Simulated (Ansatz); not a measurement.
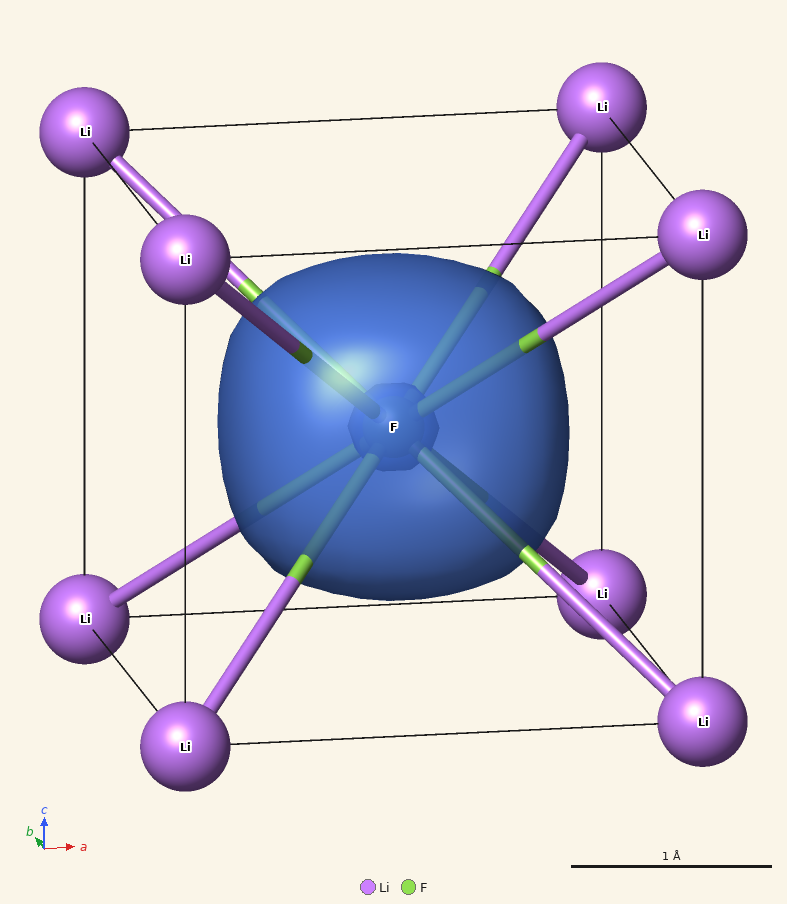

The picture shows: LiF. Isosurface of the ELF at 0.6 (blue), seen slightly off an axis. Core shells and regions of very low density are left out. Sticks mark near contacts.

Space group P4/mmm; started from the CsCl prototype, which need not be the ambient phase; changed on purpose from its base cell (biaxial xy strain +4.9%); computed pressure about −3 GPa in this cell.

Method: Ansatz, DFT, PBE, plane waves, PAW.

Input

```
crystal:
  lattice:
    - [2.6393034817, 0.0, 0.0]
    - [0.0, 2.6393034817, 0.0]
    - [0.0, 0.0, 2.5162584438]
  atoms:
    - { symbol: Li, position: [0.0, 0.0, 0.0] }
    - { symbol: F, position: [0.5, 0.5, 0.5] }
kpoints:
  mp_grid: { grid: [10, 10, 10] }
  band_path:
    path: [[0.0, 0.0, 0.0], [0.0, 0.5, 0.0], [0.5, 0.5, 0.0], [0.5, 0.5, 0.5]]
    npoints: 1
hamiltonian:
  xc: pbe
scf:
  occupations: { method: fermi_dirac, width: 0.02 }
  n_extra_bands: 4
output:
  forces: true
  stress: true
  eigenvalues: true
  write_density: true
  write_potential: true
  elf: true
  volumetric_format: npy
```

Command:

```sh
ansatz run input.yaml --threads 4 --pin off --max-ram 3686MiB --backend cpu --events-out ev --progress --plain --runs-dir out
```

Below, planes, directions and counts refer to the conventional cell (a = 2.64 Å, b = 2.64 Å, c = 2.52 Å, α = 90.00°, β = 90.00°, γ = 90.00°).

### Identify the bonds, lone pairs and shells in this picture.

The ELF exceeds this value in one region wrapped around F (its valence shell), counted in one cell of 2 atoms. Regions shared between cells count once. Along the contacts the grid gives the following. Li–F (2.25 Å): the ELF peaks at about 0.80 in the valence shell of F, 0.6 Å from its nucleus, and is about 0.30 at the midpoint; a largely ionic contact.

### Does the calculation make it a metal, or give it a gap?

It is gapped, with a Kohn–Sham gap of 6.9 eV on the k-point mesh, an upper bound to the gap of this method.
